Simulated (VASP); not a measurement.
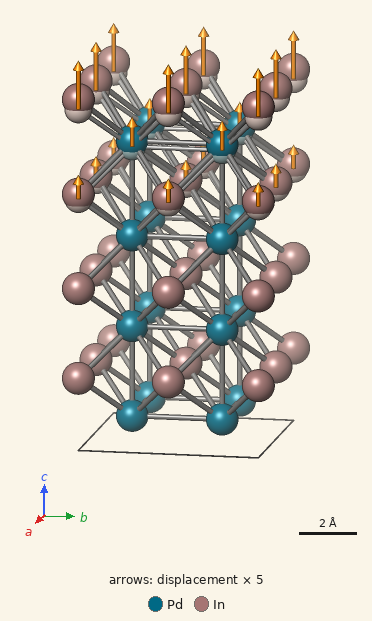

A relaxation of a slab of composition InPd. The starting structure is drawn faded, the final one solid; orange arrows show the displacements, 5 times their true length.

The picture is a ball-and-stick view of the 2 × 2 repeat of the cell, outlined in the plane, without the vacuum, seen slightly off an axis.

The run lets the atoms move in a fixed cell. 4 atoms are held fixed.

Method: VASP 6.6.1, Kohn-Sham DFT of a periodic cell, RPBE, VASP PAW PBE potentials, recommended.

Input file:
```
ALGO = Fast ; DIPOL = 0.5 0.5 0.500
EDIFF = 1E-7 ; EDIFFG = -0.005
ENCUT = 520 ; GGA = RP
IBRION = 2 ; IDIPOL = 3
ISIF = 2 ; ISMEAR = 0
LASPH = T ; LCHARG = F
LDIPOL = T ; LREAL = F
LWAVE = F ; NELM = 80
NSW = 40 ; PREC = Accurate
SIGMA = 0.05
```

Launched with:
```bash
cat potpaw_PBE.64/Pd/POTCAR potpaw_PBE.64/In_d/POTCAR > POTCAR
mpirun -np 1 vasp_std > vasp.out
```

Question: What happened in the run?

Answer: After 14 geometry steps the energy has fallen by 73.8 meV per cell of the calculation. The largest force component goes from 1.1 to 1.1 eV/Å. The atom that moves furthest is an In atom (0.36 Å along the normal (+c)). By element the largest moves are In 0.36 Å, Pd 0.22 Å. The cell stays as it was. Some distances before and after: Pd–Pd 3.272 → 3.449 Å, In–Pd 2.834 → 2.916 Å, Pd–Pd 3.272 → 3.313 Å, In–Pd 2.834 → 2.857 Å. Among the angles between lasting bonds that change: Pd–In–Pd 109.5° → 105.0°, Pd–In–Pd 70.5° → 68.3°.
